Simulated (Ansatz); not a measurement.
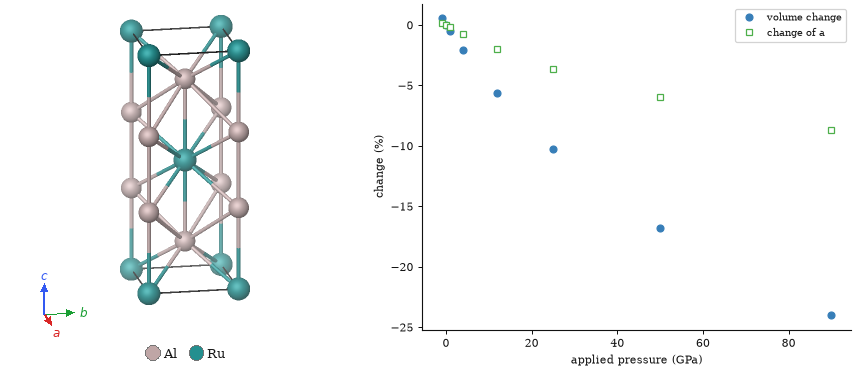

The figure shows the volume change and change of a against applied pressure for Al₂Ru, space group I4/mmm (No. 139). The conventional cell is drawn beside the plot.

Cell as given: a = 4.765 Å, b = 4.765 Å, c = 4.765 Å, α = 141.75°, β = 141.75°, γ = 55.20°; 3 atoms.

How it was computed, with Ansatz 0.2.0: volume, enthalpy and cell of a crystal along a series of hydrostatic pressures at zero temperature, keeping its symmetry; changes are against the given cell; the k mesh follows the cell and the gap; plane waves with PAW datasets, Γ-centred k mesh. Level: r2SCAN, no spin polarisation.

```csv
setting,value
wave cutoff,500 eV
occupations,Gaussian
k mesh at zero pressure,18×18×18
smearing width at zero pressure,0.1 eV
```

The change of b equals the change of a; the change of c equals the change of a.

How does the volume change vary with applied pressure?

It falls from 0.55 % at applied pressure −1 GPa to −23.97 % at 90 GPa.

How does the change of a vary with applied pressure?

It falls from 0.19 % at applied pressure −1 GPa to −8.67 % at 90 GPa.

Is there a gap?

No, the levels on the k mesh show a metal at every point.

Caveats: far from the equilibrium volume.
